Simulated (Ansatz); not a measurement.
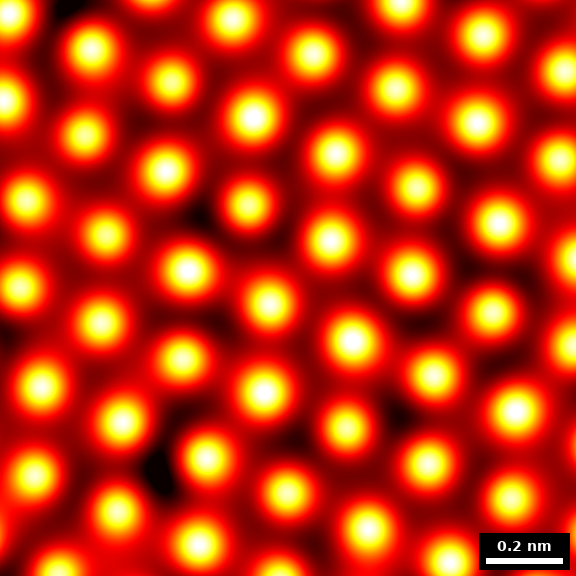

An image along [100] of one of the structures below (computed or model cells, partly hypothetical, each in its standard cell). Simulated as the projected potential of neutral atoms (B = 0.5 Å²) blurred by a 0.86 Å probe, the thin-sample limit of integrated differential phase contrast. The display is stretched by a gamma of 0.8; percentages refer to the linear signal. The speckle of an amorphous layer was added.

A. Rh
Space group Cmcm (No. 63). a = 2.700 Å, b = 8.177 Å, c = 2.725 Å, α = 90.00°, β = 90.00°, γ = 90.00°
| atom | site | symmetry | x | y | z |
| --- | --- | --- | --- | --- | --- |
| Rh | 4c | m2m | 0.0000 | 0.6352 | 0.2500 |

B. Rh
Space group Pm-3n (No. 223). a = 4.918 Å, b = 4.918 Å, c = 4.918 Å, α = 90.00°, β = 90.00°, γ = 90.00°
| atom | site | symmetry | x | y | z |
| --- | --- | --- | --- | --- | --- |
| Rh | 2a | m-3. | 0.0000 | 0.0000 | 0.0000 |
| Rh | 6c | -4m.2 | 0.2500 | 0.0000 | 0.5000 |

C. Rh
Space group P6/mmm (No. 191). a = 4.300 Å, b = 4.300 Å, c = 2.639 Å, α = 90.00°, β = 90.00°, γ = 120.00°
| atom | site | symmetry | x | y | z |
| --- | --- | --- | --- | --- | --- |
| Rh | 1a | 6/mmm | 0.0000 | 0.0000 | 0.0000 |
| Rh | 2d | -6m2 | 0.3333 | 0.6667 | 0.5000 |

D. Rh
Space group P6_3/mmc (No. 194). a = 2.723 Å, b = 2.723 Å, c = 4.394 Å, α = 90.00°, β = 90.00°, γ = 120.00°
| atom | site | symmetry | x | y | z |
| --- | --- | --- | --- | --- | --- |
| Rh | 2c | -6m2 | 0.3333 | 0.6667 | 0.2500 |

**Which structure was imaged?**

D, Rh. Along [100] the projected cells are A 2.72 × 4.09 Å, 90°; B 4.92 × 4.92 Å, 90°; C 2.64 × 3.72 Å, 90°; D 2.36 × 4.39 Å, 90°. The image repeats as D does.

Structure D: the geometry relaxed with DFT, PBE, plane waves (420 eV) with PAW, scalar-relativistic in Ansatz 0.2.0; the starting structure was generated, so it need not be a known form of this composition.
